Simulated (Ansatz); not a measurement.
## Nudged elastic band, with input and output: Zr5O8 (part 2 of 2)

Zr5O8 (defect cell, 13 atoms in the cell); DFT PBE, scalar-relativistic, plane waves, PAW, no spin polarisation (Ansatz 0.2.0); cutoff 420 eV, 2×2×2 k-mesh, Gaussian smearing of 0.05 eV. The structure derives from an entry of the Crystallography Open Database. The run did not end well. It belongs to a series of runs on one base structure; here: band between the two ends.

Geometry of the input (Å; fractional positions):
```
-3.5916  -3.5916  0.0000
3.5916  -3.5916  0.0000
0.0000  0.0000  5.1790
Zr 0.4971  0.5031  -0.0042
Zr -0.0030  0.5032  0.4930
O  0.2476  0.7536  0.2526
O  0.2465  0.7524  0.7568
O  0.2477  0.2527  0.2526
O  0.2465  0.2538  0.7568
Zr -0.0028  0.0031  -0.0043
Zr 0.4970  0.0032  0.5060
O  0.7467  0.2526  0.2526
O  0.7478  0.2538  0.7568
O  0.7467  0.7537  0.2526
O  0.7478  0.7524  0.7568
Zr 0.4972  0.0031  0.0140
```

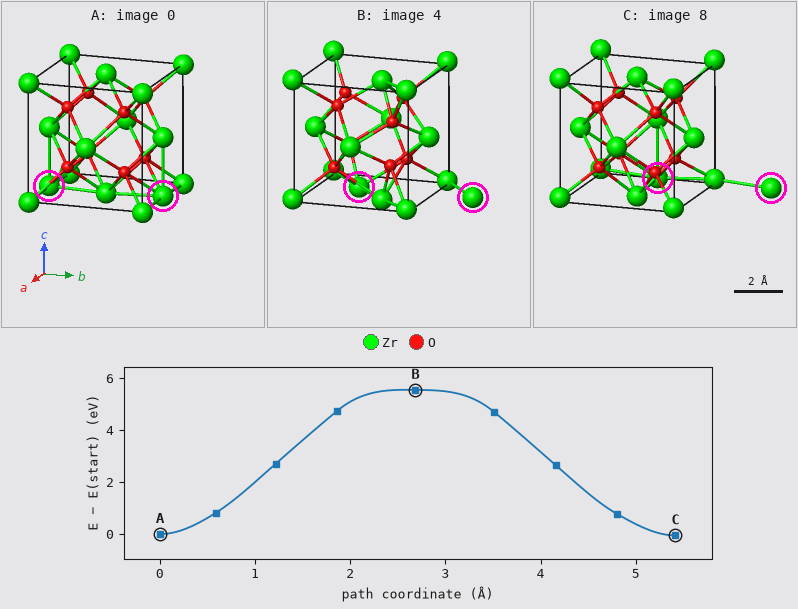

Figure 1. Images of the last band (counted from 0; ball-and-stick, simulation cell, seen slightly off an axis), with the moving atom and its periodic copies ringed, above the energy along the path; the line is a cubic interpolation that uses the forces. The highest image is number 4, 5.556 eV above the start and 5.607 eV above the end; the end lies 0.051 eV below the start. The path is 5.42 Å long, and Zr13 moves most (3.55 Å). The band had not converged after 16 iterations.

```
Step failed. What follows is not a result of the run: it is the report of the last solve that finished, which converged after 6 SCF iterations.
Free energy (F): -25471.792354 eV
Harris-Foulkes:  -25471.792354 eV  (|F-HF|=4.44e-8)
Internal energy: -25471.786509 eV  (E = F + TS)
E sigma→0 (E₀):  -25471.789431 eV
Entropy (-TS):   -0.005845 eV (-0.450 meV/atom)
Fermi energy:    18.214828 eV
--- Per-component energies (eV) ---
  E_band       = -69.221055
  E_kinetic    = 3142.895552
  E_local      = -4917.365706  (includes V_loc(G=0)·N_el)
  E_nonlocal   = 776.605349
  E_hartree    = 1679.994904
  E_xc         = -1424.365654
  E_vxc        = -1742.969558  (∫ρ·V_xc dr)
  E_paw        = -16036.639672  (= ΣΔE_a)
  E_vpaw       = -688.399855  (= ΣTr[D̂ρ^β])
  E_aug_tail   = 0.020071  (compensation charges beyond the density's cutoff)
  E_ewald      = -8692.931352
  E_smearing   = -0.005845  (= −TS)
  E_closure    = 0.000000  (closes the sum)
  Σ components = -25471.792354   (vs F -25471.792354, Δ=0.00e0)
--- Forces (eV/Å), atoms counted from 1 ---
  atom   1  Zr     0.00393343     0.72173688     0.02990276
  atom   2  Zr    -0.11455685     0.00626758     0.08225047
  atom   3  O     -0.10377701    -0.20054517     0.09305390
  atom   4  O     -0.02069331    -0.03190062    -0.21382107
  atom   5  O     -0.22586227    -0.19398011    -0.55574942
  atom   6  O     -0.22143436    -0.33477960     0.57549087
  atom   7  Zr    -0.05863745    -0.40241503    -0.07718693
  atom   8  Zr    -0.39210249    -0.02453937    -0.01553547
  atom   9  O     -0.01961019     0.14189226     0.19062956
  atom  10  O     -0.03597745    -0.03716515    -0.03310604
  atom  11  O     -0.53839577    -0.11485348    -0.68379788
  atom  12  O     -0.22063883     0.14910179     0.59939672
  atom  13  Zr     1.94775380     0.32115022     0.00836842
  max |Σ_I F_I| component: 1.04e-4 eV/Å
--- Band table (eV; the first three rows and the last of 8) ---
  k-point 0: bands = ["-33.1910", "-32.6478", "-32.4485", "-32.3626", "-31.3496", "-12.3415", "-12.2587", "-12.2267", "-11.5149", "-11.4284", "-11.3670", "-10.7451", "-10.6860", "-10.6621", "-10.6481", "-10.6004", "-10.5355", "-8.9815", "-8.8795", "-8.6272", "-3.8664", "-2.8386", "-2.6414", "-2.5245", "-1.5950", "-1.5713", "-1.5523", "-1.5206", "8.3569", "8.3938", "8.5078", "8.6387", "8.6905", "8.7178", "11.0363", "11.0959", "11.1140", "11.3573", "11.4170", "11.5638", "11.9850", "12.4406", "12.4925", "12.8287", "12.9138", "12.9713", "13.3459", "13.4155", "13.4428", "13.6333", "14.2795", "14.4109", "14.8784", "15.3491", "18.0202", "18.2997", "18.7027", "19.0883", "19.1343", "19.4562", "19.4890", "19.7196", "20.0086", "21.0388", "21.2677", "21.3224", "21.6193"]
  k-point 1: bands = ["-33.1901", "-32.5951", "-32.4621", "-32.3724", "-31.3918", "-12.2475", "-12.1529", "-11.6262", "-11.4972", "-11.4094", "-11.2175", "-10.8610", "-10.8124", "-10.7655", "-10.7334", "-10.6358", "-10.5595", "-9.8721", "-8.8747", "-8.6397", "-2.8211", "-2.6728", "-2.3868", "-2.2097", "-2.0926", "-2.0477", "-1.9459", "-1.8821", "9.2403", "9.3422", "9.4874", "9.6754", "9.7771", "9.8323", "9.9495", "10.0626", "10.3817", "10.4068", "10.8906", "10.9595", "11.2217", "11.7074", "11.8246", "12.2313", "12.7532", "13.0897", "13.3006", "13.3752", "13.4320", "13.5173", "13.6732", "14.1505", "15.5857", "16.6824", "18.3089", "18.8705", "18.9174", "19.2195", "19.3106", "19.7791", "20.7808", "20.8356", "21.0464", "21.1055", "21.2392", "21.3622", "21.6826"]
  k-point 2: bands = ["-33.1900", "-32.6009", "-32.4488", "-32.3593", "-31.4175", "-12.2372", "-12.0752", "-11.6008", "-11.5178", "-11.3869", "-11.1968", "-10.8763", "-10.7578", "-10.7273", "-10.7107", "-10.6477", "-10.6043", "-9.8604", "-8.9833", "-8.7686", "-2.8550", "-2.6389", "-2.4561", "-2.2895", "-2.0878", "-2.0030", "-1.8936", "-1.8666", "9.3151", "9.4674", "9.5033", "9.6268", "9.6728", "9.8381", "9.9993", "10.2876", "10.5369", "10.6079", "10.7036", "10.9554", "11.5125", "11.6751", "12.0453", "12.0728", "12.6993", "12.9276", "13.0854", "13.2161", "13.4124", "13.5455", "13.6058", "14.1420", "15.3363", "16.9005", "18.4498", "18.7212", "18.9232", "19.1611", "19.3598", "19.9489", "20.4524", "20.6262", "20.7350", "21.0303", "21.3540", "21.6048", "21.9682"]
  k-point 7: bands = ["-33.1896", "-32.4876", "-32.4623", "-32.3586", "-31.5469", "-11.7383", "-11.6573", "-11.5119", "-11.2743", "-11.0018", "-10.9751", "-10.9204", "-10.8267", "-10.7171", "-10.6068", "-10.5556", "-10.4687", "-10.2017", "-10.1189", "-9.9320", "-3.1281", "-2.5955", "-2.5414", "-2.5323", "-1.8729", "-1.7959", "-1.7224", "-1.5681", "9.7538", "9.9646", "10.0195", "10.1879", "10.2462", "10.3369", "10.3920", "10.4681", "10.7597", "11.1785", "11.2247", "11.4584", "11.7467", "11.8474", "11.9057", "11.9766", "12.0393", "12.1300", "12.2788", "12.4387", "12.4778", "12.5598", "12.6214", "12.7759", "17.8723", "18.3456", "18.6752", "18.7939", "18.8084", "18.8763", "19.0452", "19.1109", "19.5830", "19.6985", "20.6031", "20.7391", "21.2550", "21.6693", "22.2169"]
End of that report.
this run last wrote the band of iteration 16 to [file]
Error: NEB band did not converge after 16 iterations: max|band force component| = 3.75e0 eV/Å (threshold 3.0e-2); raise `neb.max_iterations` in a new run, which can start from the last band evaluated (`neb.initial_path`, with `crystal.atoms` and `neb.final_atoms` set to its first and last images), add images, or start from endpoints closer to local minima. Where this run's directory can be resumed (`checkpoint.write`), a resume goes on for up to `neb.max_iterations` more; to start a new run from the last band, take its images' positions from the `neb_iteration` event of iteration 16 (`data.images[].positions_ang`), in the event stream of the run that computed that iteration (not this run's, if it was resumed behind it). With `checkpoint.write`, `steps/00-neb/state/checkpoint.json` in the run directory holds the last saved band, under `neb.evaluated.images[].positions_ang` (a band under a hybrid functional on support functions is neither saved nor resumed: `neb.initial_path` says where its path is): check the last entry of `neb.iterations` there, which is earlier than 16 if that iteration was not saved or its write failed. If the band's step has no `state` directory and holds `state.next`, a write was cut short, and the file is under `state.next` instead (behind a loss of power it can be under `state.prev`)
this run wrote the band of iteration 16 to [file] as well, whether or not its events were kept: a new run's `neb.initial_path` can list its `images[].positions_ang`
a run's events are kept only if it was started with --events-out <file>, and are in that file
```

The last band as extended XYZ (Å, eV, eV/Å):
```
13
Lattice="-3.5916 -3.5916 0.0000 3.5916 -3.5916 0.0000 0.0000 0.0000 5.1790" Properties=species:S:1:pos:R:3:forces:R:3 image=0 energy=-25472.56026
Zr    0.0215   -3.5926   -0.0217   -0.0005   0.0000  -0.0040
Zr    1.8180   -1.7965    2.5535   -0.0022  -0.0012   0.0004
O     1.8172   -3.5961    1.3082    0.0010   0.0041   0.0033
O     1.8171   -3.5878    3.9193   -0.0001   0.0023  -0.0005
O     0.0181   -1.7971    1.3084    0.0038   0.0019   0.0023
O     0.0264   -1.7969    3.9195    0.0028  -0.0004  -0.0016
Zr    0.0214   -0.0011   -0.0225    0.0007  -0.0003  -0.0017
Zr   -1.7737   -1.7966    2.6205   -0.0001   0.0001   0.0030
O    -1.7745   -3.5892    1.3081   -0.0004  -0.0045   0.0029
O    -1.7742   -3.5975    3.9193   -0.0009  -0.0014   0.0005
O     0.0252   -5.3886    1.3082   -0.0048   0.0002   0.0033
O     0.0164   -5.3884    3.9195   -0.0007  -0.0008  -0.0004
Zr   -1.7746   -1.7970    0.0727    0.0013  -0.0001  -0.0077
13
Lattice="-3.5916 -3.5916 0.0000 3.5916 -3.5916 0.0000 0.0000 0.0000 5.1790" Properties=species:S:1:pos:R:3:forces:R:3 image=1 energy=-25471.74671
Zr    0.0747   -3.8544   -0.0325    0.0170   0.7803   0.0709
Zr    1.7114   -1.7781    2.5904    0.4010  -0.0181  -0.0182
O     1.8321   -3.6089    1.2816    0.0659   0.1398   0.1698
O     1.8090   -3.6413    3.9166    0.0178  -0.0233  -0.0612
O     0.0797   -1.7510    1.4125    0.2448  -0.1348  -0.5677
O     0.1163   -1.7012    3.8830    0.2285  -0.4201   0.6558
Zr    0.0701    0.1757    0.0066    0.0667  -0.4491  -0.1048
Zr   -1.8273   -1.7805    2.6334    0.1582   0.0003   0.1046
O    -1.7310   -3.5629    1.3029    0.0883  -0.2167   0.1033
O    -1.6984   -3.5445    3.9132    0.0584  -0.0363  -0.2122
O    -0.0398   -5.3861    1.4073    0.5023  -0.1194  -0.6691
O    -0.1071   -5.4577    3.7536    0.2229   0.1426   0.6047
Zr   -1.4326   -1.8352    0.0510   -2.0719   0.3547  -0.0757
13
Lattice="-3.5916 -3.5916 0.0000 3.5916 -3.5916 0.0000 0.0000 0.0000 5.1790" Properties=species:S:1:pos:R:3:forces:R:3 image=3 energy=-25467.81023
Zr    0.1336   -4.3856   -0.0433    2.1827   0.7830  -0.0583
Zr    1.7544   -1.8200    2.6085    0.2302  -0.1052   0.1100
O     1.7623   -3.5581    1.2377   -0.0906   0.0445  -0.0710
O     1.6000   -3.5035    3.9216   -1.0848   1.2307  -0.6654
O     0.0432   -1.6204    1.6201    0.3625   0.4619   0.0302
O     0.0840   -1.1471    3.7253    0.3698  -0.5584  -0.5589
Zr    0.0663    0.2835    0.0531    0.7715  -0.5853   1.3595
Zr   -1.8031   -1.7391    2.6517   -0.3544   0.8874  -0.0182
O    -1.7306   -3.5265    1.2647    0.4002  -0.7426   0.3547
O    -1.5611   -3.5129    3.9204    0.9598  -1.3419  -1.5044
O    -0.0393   -5.3825    1.5783   -0.4721  -0.7357  -0.2274
O    -0.0417   -5.6253    3.6169   -0.3582  -1.0559   1.1839
Zr   -0.6652   -2.1902   -0.0221   -2.9167   1.7177   0.0654
13
Lattice="-3.5916 -3.5916 0.0000 3.5916 -3.5916 0.0000 0.0000 0.0000 5.1790" Properties=species:S:1:pos:R:3:forces:R:3 image=4 energy=-25467.00397
Zr   -0.0031   -4.6187   -0.0583   -0.0249   2.8564  -0.2764
Zr    1.7622   -1.7844    2.6087    0.3658   0.5554   0.1577
O     1.6826   -3.4722    1.2608   -1.2487   0.2199  -0.1918
O     1.5124   -3.4493    3.9221   -1.7001   0.0541  -0.2713
O    -0.0126   -1.4428    1.6195    0.0337   0.1579   0.1422
O     0.0117   -0.9733    3.7433   -0.0247  -2.6665  -3.7451
Zr   -0.0022    0.1614    0.0866   -0.0155   0.6133   3.1753
Zr   -1.7666   -1.7835    2.6367   -0.3737   0.5832   0.1452
O    -1.6880   -3.4770    1.2625    1.2268   0.1848  -0.1667
O    -1.5135   -3.4419    3.9247    1.7071   0.0137  -0.2731
O     0.0069   -5.4148    1.6100    0.0193  -0.9185   0.0144
O    -0.0119   -5.6732    3.5777    0.0001  -2.1318   1.0072
Zr   -0.0019   -2.3589   -0.0546    0.0347   0.4781   0.2823
13
Lattice="-3.5916 -3.5916 0.0000 3.5916 -3.5916 0.0000 0.0000 0.0000 5.1790" Properties=species:S:1:pos:R:3:forces:R:3 image=5 energy=-25467.84032
Zr   -0.1420   -4.3842   -0.0383   -2.1571   0.7022  -0.0423
Zr    1.7984   -1.7404    2.6381    0.3108   0.8876   0.0296
O     1.7255   -3.5199    1.2679   -0.4094  -0.7073   0.3905
O     1.5588   -3.5189    3.9213   -0.9365  -1.3572  -1.4521
O    -0.0671   -1.6192    1.6126   -0.2953   0.4596  -0.0318
O    -0.0646   -1.1457    3.7180   -0.3971  -0.5224  -0.6007
Zr   -0.0713    0.2811    0.0537   -0.7759  -0.5615   1.3721
Zr   -1.7576   -1.8188    2.6320   -0.2269  -0.0836   0.0626
O    -1.7661   -3.5659    1.2421    0.0579  -0.0217  -0.0542
O    -1.6025   -3.4965    3.9249    1.0895   1.2695  -0.6038
O     0.0500   -5.3860    1.5769    0.4527  -0.7844  -0.2233
O     0.0239   -5.6228    3.6166    0.3586  -1.0217   1.1580
Zr    0.6632   -2.1920   -0.0195    2.9286   1.7411  -0.0046
13
Lattice="-3.5916 -3.5916 0.0000 3.5916 -3.5916 0.0000 0.0000 0.0000 5.1790" Properties=species:S:1:pos:R:3:forces:R:3 image=7 energy=-25471.79235
Zr   -0.0773   -3.8440   -0.0186    0.0039   0.7217   0.0299
Zr    1.8200   -1.7807    2.6285   -0.1146   0.0063   0.0823
O     1.7249   -3.5553    1.3100   -0.1038  -0.2005   0.0931
O     1.6970   -3.5536    3.9192   -0.0207  -0.0319  -0.2138
O    -0.0922   -1.7420    1.3974   -0.2259  -0.1940  -0.5557
O    -0.1128   -1.7176    3.8818   -0.2214  -0.3348   0.5755
Zr   -0.0718    0.1674    0.0166   -0.0586  -0.4024  -0.0772
Zr   -1.7164   -1.7766    2.6023   -0.3921  -0.0245  -0.0155
O    -1.8345   -3.6163    1.2832   -0.0196   0.1419   0.1906
O    -1.8172   -3.6352    3.9170   -0.0360  -0.0372  -0.0331
O     0.0493   -5.3893    1.4132   -0.5384  -0.1149  -0.6838
O     0.0853   -5.4539    3.7652   -0.2206   0.1491   0.5994
Zr    1.4402   -1.8341    0.0438    1.9478   0.3211   0.0084
13
Lattice="-3.5916 -3.5916 0.0000 3.5916 -3.5916 0.0000 0.0000 0.0000 5.1790" Properties=species:S:1:pos:R:3:forces:R:3 image=8 energy=-25472.61112
Zr   -0.0252   -3.5930   -0.1496   -0.0028  -0.0048   0.0140
Zr    1.7707   -1.7973    2.6098    0.0014   0.0008   0.0045
O     1.7302   -3.5942    1.3019    0.0035   0.0141  -0.0083
O     1.8102   -3.5919    3.9191    0.0135  -0.0281  -0.0064
O    -0.0258   -1.8373    1.3021    0.0089  -0.0007  -0.0054
O    -0.0243   -1.7578    3.9194   -0.0287   0.0145  -0.0097
Zr   -0.0255   -0.0017    0.1908    0.0000   0.0043   0.0117
Zr   -1.8210   -1.7973    2.6105   -0.0013  -0.0010   0.0009
O    -1.7811   -3.5921    1.3017    0.0003  -0.0122  -0.0057
O    -1.8608   -3.5943    3.9190   -0.0117   0.0269  -0.0061
O    -0.0246   -5.3489    1.3019   -0.0125  -0.0021  -0.0047
O    -0.0260   -5.4286    3.9194    0.0247  -0.0112  -0.0075
Zr    1.7705   -1.7972    0.0203    0.0047  -0.0006   0.0227
```

What the run reported:

```json
{"quantity": "outcome", "value": "not converged"}
{"quantity": "barrier, forward (band not converged)", "value": "5.556 eV"}
{"quantity": "barrier, backward", "value": "5.607 eV"}
{"quantity": "hardware", "value": "1 thread of Arm Neoverse V2, 24 GiB of memory available, shared host"}
{"quantity": "wall time", "value": "7.9 min"}
{"quantity": "peak memory", "value": "0.63 GiB"}
```

Diagnosis:

The run did not converge: “NEB band did not converge after 16 iterations: max|band force component| = 3.75e0 eV/Å (threshold 3.0e-2); raise `neb.max_iterations` in a new run, which can start from the last band evaluated (`neb.initial_path`, with `crystal.atoms` and `neb.final_atoms` set to its first and last images), add images, or start from endpoints closer to local minima …” Its last values are not results.
